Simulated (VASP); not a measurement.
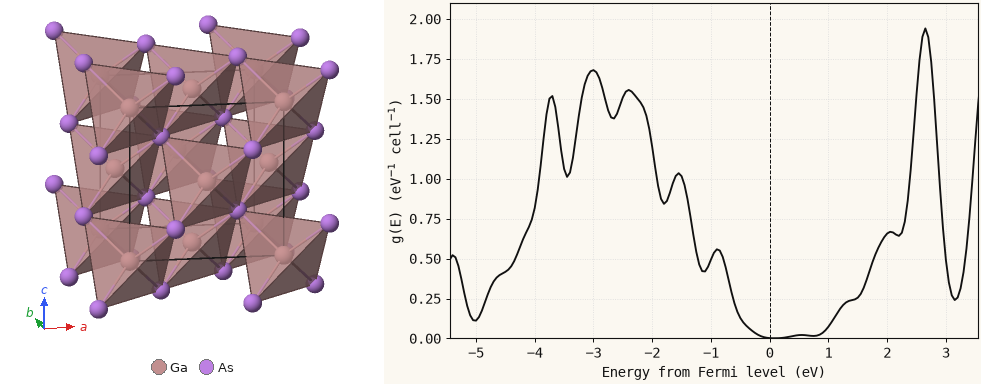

Density of states, beside the structure. Energies are counted from the Fermi level. The curve is built from the levels of the k mesh with Gaussians 0.4 eV wide, which also blur the band edges.

System: GaAs, space group F-43m, 2 atoms in the cell.

```cif
data_structure
_symmetry_space_group_name_H-M 'F-43m'
_symmetry_Int_Tables_number 216
_cell_length_a 5.7500
_cell_length_b 5.7500
_cell_length_c 5.7500
_cell_angle_alpha 90.000
_cell_angle_beta 90.000
_cell_angle_gamma 90.000
_cell_volume 190.11
loop_
_atom_site_label
_atom_site_type_symbol
_atom_site_symmetry_multiplicity
_atom_site_Wyckoff_symbol
_atom_site_fract_x
_atom_site_fract_y
_atom_site_fract_z
_atom_site_occupancy
Ga1 Ga 4 a 0.00000 0.00000 0.00000 1
As1 As 4 d 0.25000 0.25000 0.75000 1
```

Level of theory: HSE06, plane waves, standard recommended PAW potentials, no spin polarisation, 6×6×6 k mesh, 368 eV cutoff; code VASP.

### Is there a gap at the Fermi level, and how wide?

There is a gap; over the k points computed it is 0.99 eV (direct among those points).
